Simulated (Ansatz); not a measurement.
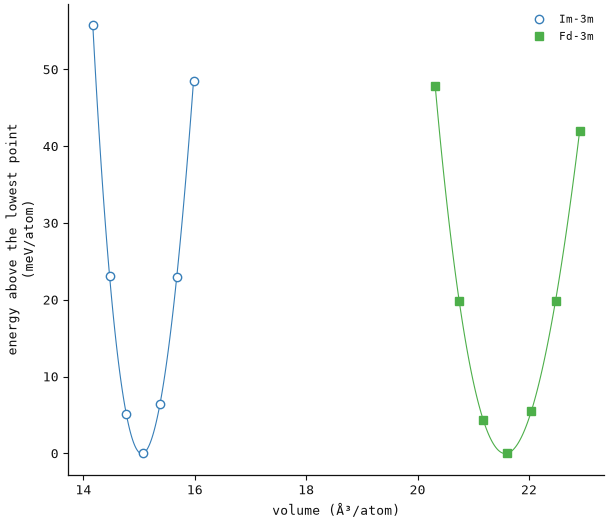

Caption: Energy above the lowest point against volume, with one curve for each structure, for Ir. Each energy curve has its own zero, so the curves don't rank the structures.

Settings that differ: Im-3m: k mesh 49×49×49, atoms in cell 1, lattice centring body-centred primitive, space group number 229, structure type bcc; Fd-3m: k mesh 17×17×17, atoms in cell 2, lattice centring face-centred primitive, space group number 227, structure type diamond.

The fitted equilibrium volumes, smallest first, are Im-3m 15.05, Fd-3m 21.58 Å³/atom. The fitted bulk moduli, smallest first, are Fd-3m 184, Im-3m 307 GPa.

Computed with Ansatz 0.2.0 development build: equation of state of a cubic crystal from periodic Kohn-Sham density functional theory without spin, third-order Birch-Murnaghan fit to the free energies; pressure corrected for the finite basis. Level: PBE.

- occupation method: Fermi–Dirac
- occupation width: 0.06123 eV
- wave cutoff: 420 eV
- datasets: soft-1 PAW
- density tolerance: 1e−07 eV
- density cutoff ratio: 4
- search for lower states: default

Note: cubic model structure, not the ambient form; no spin polarisation, a magnetic state may lie lower (Im-3m).

One of the inputs:
```
crystal:
  lattice:
    - [0.0, 2.728645814986, 2.728645814986]
    - [2.728645814986, 0.0, 2.728645814986]
    - [2.728645814986, 2.728645814986, 0.0]
  atoms:
    - { symbol: Ir, position: [0, 0, 0] }
    - { symbol: Ir, position: [0.25, 0.25, 0.25] }
kpoints:
  mp_grid: { grid: [17, 17, 17] }
hamiltonian:
  xc: pbe
  pseudopotentials: { kind: paw }
scf:
  occupations: { method: fermi_dirac, width: 0.061225619053 }
output:
  forces: true
  stress: true
```

Command:
```bash
ansatz run input.yaml --threads 1
```
